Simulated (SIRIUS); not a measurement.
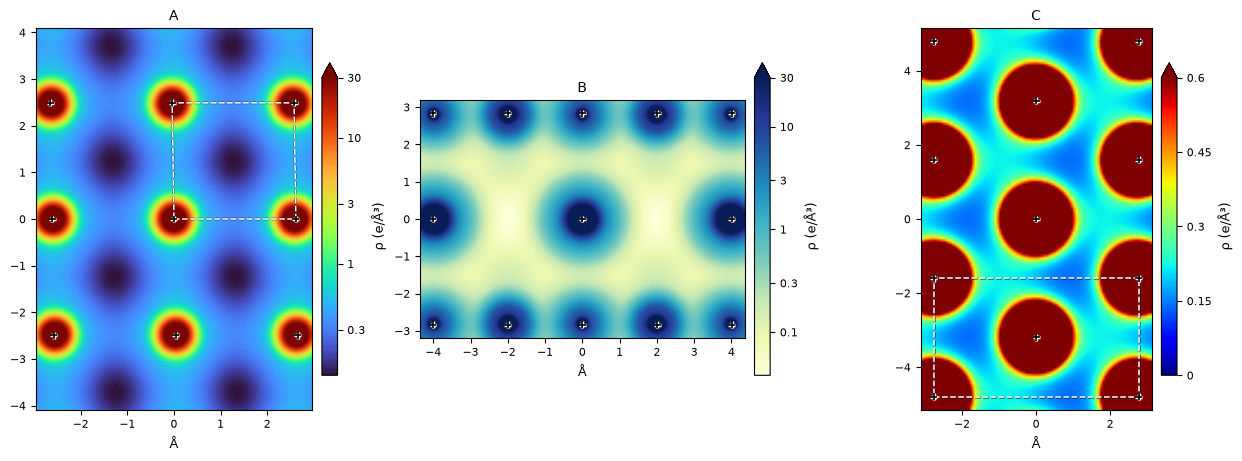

The total electron density of 3 systems, each on a plane through atoms (crosses mark nuclei in the plane).

These are results of SIRIUS 7.12.0, Kohn-Sham DFT of a periodic cell, PBEsol, all-electron FP-LAPW, not measurements.

System 1: Si, the (010) plane of the conventional cell. Space group C2/m; a structure from a database of computed crystals, not necessarily the ambient phase.

System 2: Hf, the (001) plane of the conventional cell. Space group C2/m.

```
Hf
1.0
     4.79505    2.76842    0.00000
    -1.59835    2.76842    0.00000
     0.00000    0.00000    5.05780
Hf
4
Direct
  0.33586 0.50000 0.75392
  0.83586 0.00000 0.75392
  0.16329 0.99914 0.24608
  0.66329 0.49914 0.24608
```

System 3: BaTiO3, the (101) plane of the conventional cell. Space group Pm-3m.

Question: Match each panel to its system.

Answer: Panel A is system 1, Si: the plane holds Si. Si–Si (2.49 Å): the density is about 0.44 e/Å³ at the midpoint. Panel B is system 3, BaTiO3: the plane holds Ba, Ti and O. Ti–O (2.00 Å): ρ is about 0.63 e/Å³ halfway. Panel C is system 2, Hf: the plane holds Hf. Hf–Hf (3.20 Å): the density is about 0.19 e/Å³ at the midpoint.
